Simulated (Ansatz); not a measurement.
**What a change does: geometry relaxation on PtS2**

System: PtS2 (P-3m1, 3 atoms in the cell).
Method of run A: Kohn-Sham DFT of a periodic cell, revPBE with D3(BJ), Ansatz PAW, no spin polarisation (Ansatz 0.2.0).

The structure derives from an entry of the Crystallography Open Database. Text and figures count atoms from 1; the logs count them from 0 in places.

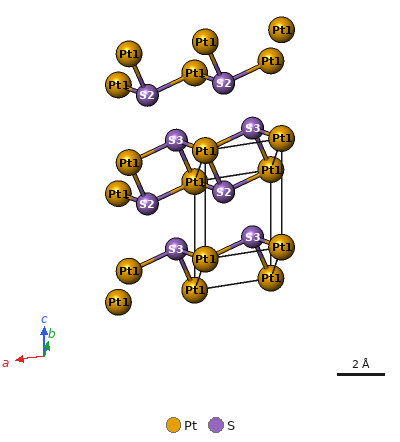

Figure 1. The starting structure (ball-and-stick view of the cell of the calculation, repeated 2 × 1 × 2, seen at an oblique angle; atoms are numbered from 1 in the order of the input). An atom can appear more than once, as a periodic image. Near neighbours in the periodic cell (some may lie outside the picture): Pt has 6 S at 2.34 Å; S has 3 Pt at 2.34 Å.

**Input, run A**
```yaml
crystal:
  lattice:
    - [3.5432, 0.0, 0.0]
    - [-1.7716, 3.0685012107, 0.0]
    - [0.0, 0.0, 5.0388]
  atoms:
    - { symbol: Pt, position: [0.0, 0.0, 0.0] }
    - { symbol: S, position: [0.6666666667, 0.3333333333, 0.773] }
    - { symbol: S, position: [0.3333333333, 0.6666666667, 0.227] }
hamiltonian:
  xc: revpbe
  pseudopotentials: { kind: paw }
  dispersion: d3bj
kpoints:
  mp_grid: { grid: [9, 9, 5] }
scf:
  occupations: { method: fermi_dirac, width: 0.05 }
output:
  forces: true
  stress: true
relax:
  f_tol: 0.01
  max_steps: 40
  cell: { stress_tol: 0.05 }
```

Command:
```bash
ansatz run input.yaml --threads 2 --pin off --max-ram 5632MiB --backend cpu --events-out ev --progress --plain --runs-dir out
```

Hardware: 2 threads of Intel Xeon (Sapphire Rapids), 16 GiB of memory available, shared host.

**Output, shortened to warnings, some set-up lines, iterations and results (run A)**
```
Basis set: ecut = 420 eV, 1043 PW (Γ), exchange–correlation on 48×48×72 points (8 copies of the dense FFT grid, shifted against one another)
Symmetry: 12 space group operations
k-points: 50 of 405
Initial density: superposition of atomic densities (neutral atoms: chi_scale 0, normalization atom), corrected by the library's trained network
[...]
SCF iter   1: F=—  HF=-14345.218228 eV  |F-HF|=—  |Δ(HF+E_count)|=         —  Δρ=3.75e-3  dr2=8.96e-3  ethr=1.77e-3  ⟨swp⟩=5.7  Hψ=4907  notcnv=0
SCF iter   2: F=—  HF=-14345.218488 eV  |F-HF|=—  |Δ(HF+E_count)|=   2.60e-4  Δρ=2.19e-3  dr2=3.17e-3  ethr=2.99e-5  ⟨swp⟩=2.0  Hψ=1658  notcnv=0
SCF iter   3: F=—  HF=-14345.218857 eV  |F-HF|=—  |Δ(HF+E_count)|=   3.69e-4  Δρ=7.77e-4  dr2=5.30e-4  ethr=1.06e-5  ⟨swp⟩=2.0  Hψ=1545  notcnv=0
SCF iter   4: F=—  HF=-14345.218829 eV  |F-HF|=—  |Δ(HF+E_count)|=   2.78e-5  Δρ=3.07e-4  dr2=4.93e-5  ethr=1.77e-6  ⟨swp⟩=2.5  Hψ=1355  notcnv=0
SCF iter   5: F=—  HF=-14345.218904 eV  |F-HF|=—  |Δ(HF+E_count)|=   7.44e-5  Δρ=9.32e-5  dr2=1.08e-5  ethr=1.64e-7  ⟨swp⟩=2.0  Hψ=1500  notcnv=0
[... 55 lines ...]
SCF iter   4: F=—  HF=-14345.447818 eV  |F-HF|=—  |Δ(HF+E_count)|=   1.64e-8  Δρ=1.08e-6  dr2=2.72e-10  ethr=2.56e-11  ⟨swp⟩=2.6  Hψ=1643  notcnv=0
SCF iter   5: F=-14345.447818 eV  HF=-14345.447818 eV  |F-HF|=3.64e-12  |Δ(HF+E_count)|=  1.44e-10  Δρ=1.49e-7  dr2=1.46e-11  ethr=1.00e-12  ⟨swp⟩=2.6  Hψ=1524  notcnv=0
SCF iter   6: F=-14345.447818 eV  HF=-14345.447818 eV  |F-HF|=3.64e-12  |Δ(HF+E_count)|=  3.64e-12  Δρ=3.45e-8  dr2=7.82e-13  ethr=1.00e-12  ⟨swp⟩=4.0  Hψ=4061  notcnv=0
SCF 8 converged in 6 iterations: F = -14345.447818 eV  dr2 = 7.82e-13
relax step   8: F+E_penalty+E_count = -14345.44781768 eV  Δ(F+E_penalty+E_count) = +9.918e-4 eV  max|allowed force component| = 2.900e-4 eV/Å  Δτ_max = 0.0000 Å  P = -0.003 …
basis re-selected at this cell: Δ(F+E_penalty+E_count) = +9.918e-4 eV, ΔP = -0.003 GPa vs the last step (what re-selecting the basis moved, of the pressure what is left beyond the Pulay correction that the steps carried, after the strain that the cell walked since its last selection, with what the …
SCF converged after 6 iterations
Free energy (F): -14345.447818 eV
Harris-Foulkes:  -14345.447818 eV  (|F-HF|=3.64e-12)
Internal energy: -14345.445842 eV  (E = F + TS)
E sigma→0 (E₀):  -14345.446830 eV
Entropy (-TS):   -0.001976 eV (-0.659 meV/atom)
Fermi energy:    13.432437 eV
--- Per-component energies (eV) ---
  E_band       = -259.580101
  E_kinetic    = 852.611530
  E_local      = -2632.657984  (includes V_loc(G=0)·N_el)
  E_nonlocal   = 254.391654
  E_hartree    = 1021.037417
  E_xc         = -457.525130
  E_vxc        = -479.235105  (∫ρ·V_xc dr)
  E_paw        = -10668.288024  (= ΣΔE_a)
  E_vpaw       = -296.765210  (= ΣTr[D̂ρ^β])
  E_aug_tail   = 0.000193  (compensation charges beyond the density's cutoff)
  E_ewald      = -2712.119116
  E_disp       = -2.814340  (pairwise vdW)
  E_core_change = -0.082042  (= ΣΔE_core)
  E_smearing   = -0.001976  (= −TS)
  E_closure    = 0.000000  (closes the sum)
  Σ components = -14345.447818   (vs F -14345.447818, Δ=0.00e0)
--- Forces (eV/Å), atoms counted from 1 ---
  atom   1  Pt    -0.00000000    -0.00000000     0.00000000
  atom   2  S      0.00000000    -0.00000000     0.00028999
  atom   3  S     -0.00000000     0.00000000    -0.00028999
  max |Σ_I F_I| component: 2.31e-18 eV/Å
--- Stress (GPa, compression-positive) ---
        0.005824      -0.000000      -0.000000
       -0.000000       0.005824       0.000000
       -0.000000       0.000000      -0.019534
  P = ⅓ Tr σ = -0.0026 GPa (-0.026 kbar)
--- Relaxed structure (7 steps of the walk, 7 accepted, 1 SCFs on fresh bases) ---
  F+E_penalty+E_count = -14345.44781768 eV   max|allowed force component| = 2.900e-4 eV/Å   (the final SCF, on the basis selected at the relaxed cell)
  cell:  # Å, volume = 49.2692 Å³
    - [3.5721725171088368, 4.3708775894913786e-33, 2.8062641085139065e-17]
[...]
```

Run B used a changed input.

**The two runs side by side**

| quantity | run A | run B |
| --- | --- | --- |
| outcome | converged | converged |
| free energy per atom (eV) | −4781.8159 | −4788.6575 |
| energy per atom, smearing taken to zero (eV) | −4781.8156 | −4788.6573 |
| pressure (GPa) | 0.00 | −0.01 |
| volume per atom (Å³) | 16.42 | 17.38 |
| largest force (eV/Å) | 0.000 | 0.001 |
| SCF iterations | 49 | 40 |
| irreducible k-points | 50 | 50 |
| wall time (shared host) | 7 s | 5.2 s |

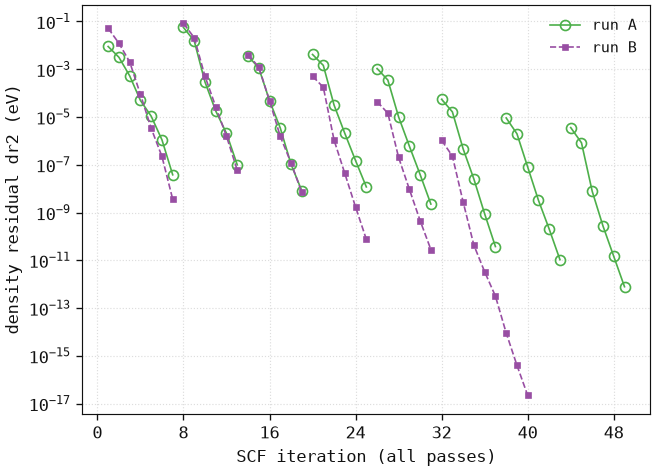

Figure 2. Convergence of the two runs: density residual dr2 against the SCF iteration. A break in a curve parts two SCF passes. Run A takes 49 iterations in all, and run B takes 40.

What was changed in the input?

The change (lines with − go, lines with + come):
```diff
-  xc: revpbe
+  xc: blyp
```

The total energies belong to different methods, so their difference says nothing on which is more stable or more accurate. The volume per atom goes from 16.42 to 17.38 Å³. The functional changes from revPBE to BLYP. The SCF takes 40 iterations over all geometry steps against 49.

**Output, shortened to warnings, some set-up lines, iterations and results (run B)**
```
Basis set: ecut = 420 eV, 1043 PW (Γ), exchange–correlation on 48×48×72 points (8 copies of the dense FFT grid, shifted against one another)
Symmetry: 12 space group operations
k-points: 50 of 405
Initial density: superposition of atomic densities (neutral atoms: chi_scale 0, normalization atom), corrected by the library's trained network
[...]
SCF iter   1: F=—  HF=-14365.684296 eV  |F-HF|=—  |Δ(HF+E_count)|=         —  Δρ=9.80e-3  dr2=5.21e-2  ethr=1.77e-3  ⟨swp⟩=5.7  Hψ=4870  notcnv=0
SCF iter   2: F=—  HF=-14365.669006 eV  |F-HF|=—  |Δ(HF+E_count)|=   1.53e-2  Δρ=4.53e-3  dr2=1.22e-2  ethr=1.74e-4  ⟨swp⟩=2.3  Hψ=1711  notcnv=0
SCF iter   3: F=—  HF=-14365.665050 eV  |F-HF|=—  |Δ(HF+E_count)|=   3.96e-3  Δρ=1.78e-3  dr2=2.04e-3  ethr=4.06e-5  ⟨swp⟩=2.0  Hψ=1602  notcnv=0
SCF iter   4: F=—  HF=-14365.664669 eV  |F-HF|=—  |Δ(HF+E_count)|=   3.82e-4  Δρ=4.27e-4  dr2=8.82e-5  ethr=6.80e-6  ⟨swp⟩=2.5  Hψ=1420  notcnv=0
SCF iter   5: F=—  HF=-14365.664653 eV  |F-HF|=—  |Δ(HF+E_count)|=   1.59e-5  Δρ=8.26e-5  dr2=3.37e-6  ethr=2.94e-7  ⟨swp⟩=2.4  Hψ=1636  notcnv=0
[... 42 lines ...]
SCF iter   7: F=-14365.972566 eV  HF=-14365.972566 eV  |F-HF|=1.82e-12  |Δ(HF+E_count)|=  9.09e-12  Δρ=3.74e-9  dr2=9.11e-15  ethr=1.00e-12  ⟨swp⟩=1.0  Hψ=950  notcnv=0
SCF iter   8: F=-14365.972566 eV  HF=-14365.972566 eV  |F-HF|=0.00e0  |Δ(HF+E_count)|=    0.00e0  Δρ=9.93e-10  dr2=4.03e-16  ethr=1.00e-12  ⟨swp⟩=1.0  Hψ=950  notcnv=0
SCF iter   9: F=-14365.972566 eV  HF=-14365.972566 eV  |F-HF|=1.09e-11  |Δ(HF+E_count)|=  1.09e-11  Δρ=2.02e-10  dr2=2.20e-17  ethr=1.00e-12  ⟨swp⟩=2.0  Hψ=2521  notcnv=0
SCF 6 converged in 9 iterations: F = -14365.972566 eV  dr2 = 2.20e-17
relax step   6: F+E_penalty+E_count = -14365.97256595 eV  Δ(F+E_penalty+E_count) = +3.138e-4 eV  max|allowed force component| = 1.356e-3 eV/Å  Δτ_max = 0.0000 Å  P = -0.005 …
basis re-selected at this cell: Δ(F+E_penalty+E_count) = +3.138e-4 eV, ΔP = -0.001 GPa vs the last step (what re-selecting the basis moved, of the pressure what is left beyond the Pulay correction that the steps carried, after the strain that the cell walked since its last selection, with what the …
SCF converged after 9 iterations
Free energy (F): -14365.972566 eV
Harris-Foulkes:  -14365.972566 eV  (|F-HF|=1.09e-11)
Internal energy: -14365.971196 eV  (E = F + TS)
E sigma→0 (E₀):  -14365.971881 eV
Entropy (-TS):   -0.001369 eV (-0.456 meV/atom)
Fermi energy:    12.663514 eV
--- Per-component energies (eV) ---
  E_band       = -275.294122
  E_kinetic    = 853.168315
  E_local      = -2756.074522  (includes V_loc(G=0)·N_el)
  E_nonlocal   = 255.781501
  E_hartree    = 1069.019845
  E_xc         = -451.028884
  E_vxc        = -469.142232  (∫ρ·V_xc dr)
  E_paw        = -10694.965954  (= ΣΔE_a)
  E_vpaw       = -297.067053  (= ΣTr[D̂ρ^β])
  E_aug_tail   = 0.000179  (compensation charges beyond the density's cutoff)
  E_ewald      = -2639.078477
  E_disp       = -2.968220  (pairwise vdW)
  E_core_change = 0.175020  (= ΣΔE_core)
  E_smearing   = -0.001369  (= −TS)
  E_closure    = 0.000000  (closes the sum)
  Σ components = -14365.972566   (vs F -14365.972566, Δ=0.00e0)
--- Forces (eV/Å), atoms counted from 1 ---
  atom   1  Pt    -0.00000000     0.00000000     0.00000000
  atom   2  S      0.00000000    -0.00000000     0.00135591
  atom   3  S      0.00000000     0.00000000    -0.00135591
  max |Σ_I F_I| component: 4.34e-19 eV/Å
--- Stress (GPa, compression-positive) ---
       -0.003639      -0.000000       0.000000
       -0.000000      -0.003639       0.000000
        0.000000       0.000000      -0.008912
  P = ⅓ Tr σ = -0.0054 GPa (-0.054 kbar)
--- Relaxed structure (5 steps of the walk, 5 accepted, 1 SCFs on fresh bases) ---
  F+E_penalty+E_count = -14365.97256595 eV   max|allowed force component| = 1.356e-3 eV/Å   (the final SCF, on the basis selected at the relaxed cell)
  cell:  # Å, volume = 52.1533 Å³
    - [3.607646270662525, 1.43777036257769e-32, 1.666048714529711e-17]
[...]
```

For both runs: Points of doubt noted for this run: forces on files of another functional. Spin–orbit coupling is left out, which matters for Pt.
